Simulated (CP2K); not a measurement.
**CoO: 6 runs along one coordinate**

System: CoO (R3m, 2 atoms in the cell).
Method: Kohn-Sham DFT of a periodic cell, PBEsol, GTH-PBE with UZH-TZVP basis, spin-polarised (CP2K 2026.2).

The 6 runs differ only in the geometry, by an even scaling of the cell at fixed fractional positions. The structure derives from a Materials Project entry.

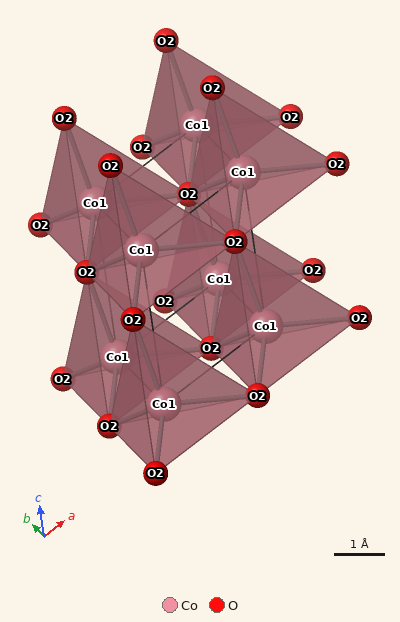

Figure 1. The structure of run 4 (polyhedral view of the cell of the calculation, seen slightly off an axis; polyhedra are completed across the faces of the cell; atoms are numbered from 1 in the order of the input). An atom can appear more than once, as a periodic image.

**Input of run 4**
```
&GLOBAL
  PROJECT coo_eos
  RUN_TYPE ENERGY_FORCE
  PRINT_LEVEL LOW
&END GLOBAL
&FORCE_EVAL
  METHOD QS
  STRESS_TENSOR ANALYTICAL
  &DFT
    BASIS_SET_FILE_NAME BASIS_MOLOPT_UZH
    POTENTIAL_FILE_NAME POTENTIAL_UZH
    UKS T
    MULTIPLICITY 4
    WFN_RESTART_FILE_NAME previous-RESTART.kp
    &MGRID
      CUTOFF 850
      REL_CUTOFF 60
      NGRIDS 4
    &END MGRID
    &QS
      METHOD GPW
      EPS_DEFAULT 1.0E-10
    &END QS
    &KPOINTS
      SCHEME MONKHORST-PACK 10 10 10
      GAMMA_CENTERED T
      SYMMETRY T
      SYMMETRY_BACKEND SPGLIB
    &END KPOINTS
    &SCF
      SCF_GUESS RESTART
      EPS_SCF 1.0E-6
      MAX_SCF 150
      ADDED_MOS 13 16
      CHOLESKY OFF
      EPS_EIGVAL 1.0E-7
      &DIAGONALIZATION ON
        ALGORITHM STANDARD
      &END DIAGONALIZATION
      &MIXING ON
        METHOD PULAY_MIXING
        ALPHA 0.4
        BETA 1.5
        NBUFFER 6
      &END MIXING
      &SMEAR ON
        METHOD FERMI_DIRAC
        ELECTRONIC_TEMPERATURE [K] 580.226
      &END SMEAR
    &END SCF
    &XC
      &XC_FUNCTIONAL
        &PBE
          PARAMETRIZATION PBESOL
        &END PBE
      &END XC_FUNCTIONAL
    &END XC
    &PRINT
      &KPOINTS ON
      &END KPOINTS
      &MULLIKEN ON
      &END MULLIKEN
      &MO ON
        ENERGIES T
        OCCUPATION_NUMBERS T
        &EACH
          QS_SCF 0
        &END EACH
        ADD_LAST NUMERIC
      &END MO
    &END PRINT
  &END DFT
  &SUBSYS
    &CELL
      ABC 3.1847455500 3.1847455500 3.1847455499
      ALPHA_BETA_GAMMA 60.8518234200 60.8518234193 60.8518234201
      PERIODIC XYZ
    &END CELL
    &COORD
      SCALED
      Co  0.9989783200 0.9989783200 0.9989783200
      O   0.7510210300 0.7510210300 0.7510210300
    &END COORD
    &KIND Co
      BASIS_SET TZVP-MOLOPT-PBE-GTH-q17
      POTENTIAL GTH-PBE-q17
      MAGNETIZATION 2.0
    &END KIND
    &KIND O
      BASIS_SET TZVP-MOLOPT-PBE-GTH-q6
      POTENTIAL GTH-PBE-q6
    &END KIND
    &PRINT
      &ATOMIC_COORDINATES ON
      &END ATOMIC_COORDINATES
      &CELL ON
      &END CELL
      &SYMMETRY ON
      &END SYMMETRY
    &END PRINT
  &END SUBSYS
  &PRINT
    &FORCES ON
    &END FORCES
    &STRESS_TENSOR ON
    &END STRESS_TENSOR
  &END PRINT
&END FORCE_EVAL
```

Command:
```bash
OMP_NUM_THREADS=1 cp2k.psmp -i coo_eos.inp -o coo_eos.out
```

Lattice vectors (Å) and fractional positions of run 4:
```
   3.184746    0.000000    0.000000
   1.551194    2.781439    0.000000
   1.551194    0.911023    2.628010
Co  0.998978  0.998978  0.998978
O   0.751021  0.751021  0.751021
```

Run 2 has the same physical settings and fractional positions; its lattice vectors (Å) are:
```
   3.121033    0.000000    0.000000
   1.520161    2.725795    0.000000
   1.520161    0.892798    2.575436
```

**Results, with one run withheld**

| run | volume per atom (Å³) | free energy per atom, from the lowest run given (meV) | pressure (GPa) | gap on the mesh (eV) |
| --- | --- | --- | --- | --- |
| 1 | 10.727 | 2.10 | 3.71 | 0.00 |
| 2 | 10.955 | ? | ? | ? |
| 3 | 11.183 | 0.00 | −2.17 | 0.00 |
| 4 | 11.640 | 13.87 | −7.44 | 0.00 |
| 5 | 11.868 | 26.15 | −9.77 | 0.00 |
| 6 | 12.096 | 41.62 | −11.91 | 0.04 |

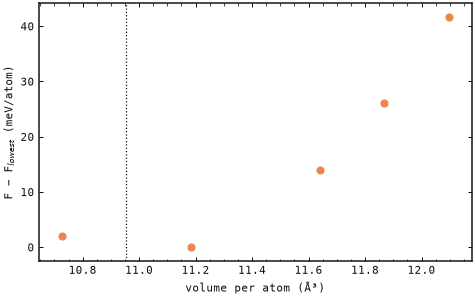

Figure 2. Free energy per atom of the runs given; the dotted line marks run 2.

Estimate the energy of run 2 from the others.

A cubic polynomial in V^(−2/3) (the Birch–Murnaghan form), fitted to the 5 runs given, misses them by at most 0.01 meV per atom. With x = V^(−2/3) − 0.19645 Å⁻², it reads F = 7.5029 − 3134.7 x + 2.8858e+05 x² − 1.1393e+06 x³ (meV per atom). At run 2 it gives −1.08 meV per atom, and the run itself gives −1.05. The slope of the fit gives a pressure −dF/dV of 0.71 GPa there, and the run prints 0.72 GPa. The fit has its minimum at 11.009 Å³ per atom, where V d²F/dV² gives 142 GPa. Cell shape and fractional positions are held, so this is the stiffness under even scaling; the relaxed bulk modulus wasn't computed. The gap on the mesh lies between 0.00 eV (run 1) and 0.04 eV (run 6); run 2 has 0.00 eV. These are gaps of this functional on this mesh, which can miss the band edges; they aren't the measured gap.

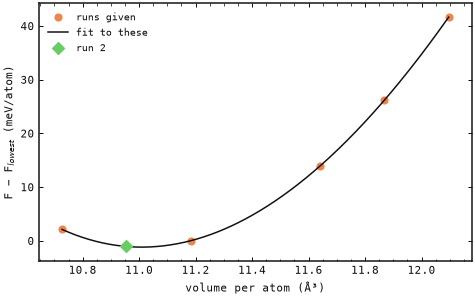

Figure 3. The fit and the withheld run.

**Some lines of the output (run 2)**
```
[...]
 CELL| Volume [angstrom^3]:                                            21.910002
 CELL_REF| Volume [angstrom^3]:                                        21.910002
                        Smear method:                                FERMI_DIRAC
  Step     Update method      Time    Convergence         Total energy    Change
  Fermi energy:                                                 0.32579861003897
  Total energy:                                              -161.15142482598839
  Total energy (extrapolated to T->0):                       -161.15110441792086
 MO| E(Fermi):            0.325799 a.u.          8.865431 eV
```
